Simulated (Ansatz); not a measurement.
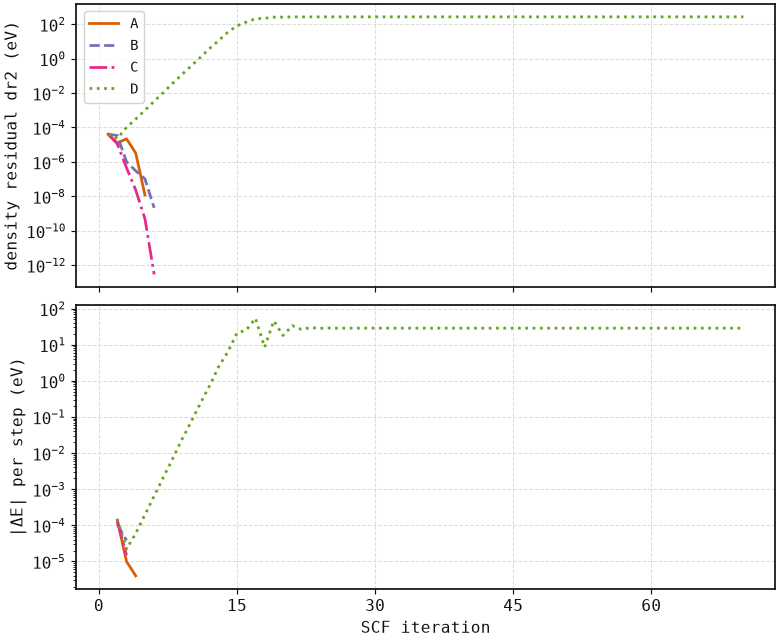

Convergence of one system under several settings.
Fe (Fm-3m, 1 atom in the cell); Ansatz 0.2.0, DFT, PBE, PAW, plane waves, scalar-relativistic; cutoff 420 eV, 13×13×13 k-mesh, Fermi–Dirac smearing of 0.05 eV.
All start from atomic densities corrected by a trained network.

A: Broyden, beta 0.7, preconditioner ldos
B: Broyden, beta 0.1, history 8, no preconditioner
C: default SCF settings
D: linear mixing, beta 1.0, Kerker

Which runs converged, and in how many iterations?

Run A converged in 5 iterations. Run B converged in 6 iterations. Run C converged in 6 iterations. Run D stopped unconverged after 70 (the residual grew by about 7 orders of magnitude and ended in a two-step oscillation).

The converged runs agree in energy within 1 meV per atom.
